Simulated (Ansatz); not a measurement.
```
CELL_PARAMETERS angstrom
2.83992 0.00000 -2.83992
-3.09978 0.00000 -3.09978
0.00000 5.93970 0.00000
ATOMIC_POSITIONS crystal
Pb 0.50000 0.50000 0.50000
Pb 0.00000 0.00000 0.00000
F 0.00000 0.50000 0.25000
F 0.50000 0.00000 0.75000
F 0.50000 0.00000 0.25000
F 0.00000 0.50000 0.75000
```

Space group Immm; changed on purpose from its base cell (strain +0.0875 x Voigt [0, 0, 0, 0, 1, 0], atoms carried along); computed pressure about 3 GPa in this cell.

Method: DFT PBE, scalar-relativistic, plane waves, PAW in Ansatz.

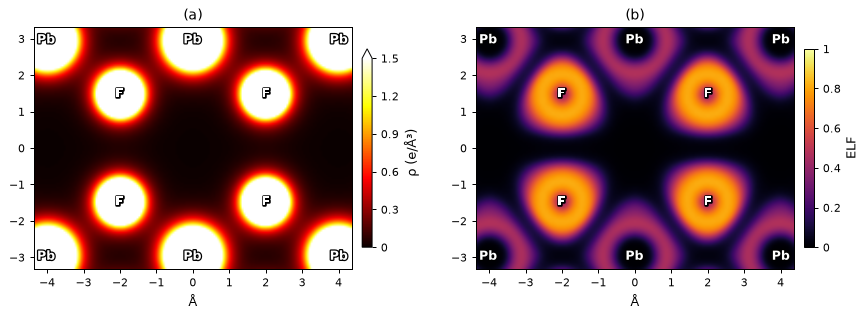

PbF2. (a) valence pseudo-density; (b) electron localisation function on the (010) plane of the conventional cell.

In a PAW calculation such maps are meaningful between the atoms, not at the nuclei.

What do the fields say about this system?

The plane passes through Pb and F nuclei.
Pb–F (2.50 Å): the density is about 0.29 e/Å³ at the midpoint; the ELF is about 0.15 at the midpoint: no localised pair shows between them.
Between the atoms the lowest density in this plane is 0.003 e/Å³.
The ELF also peaks beside F, away from the bonds: lone-pair regions.
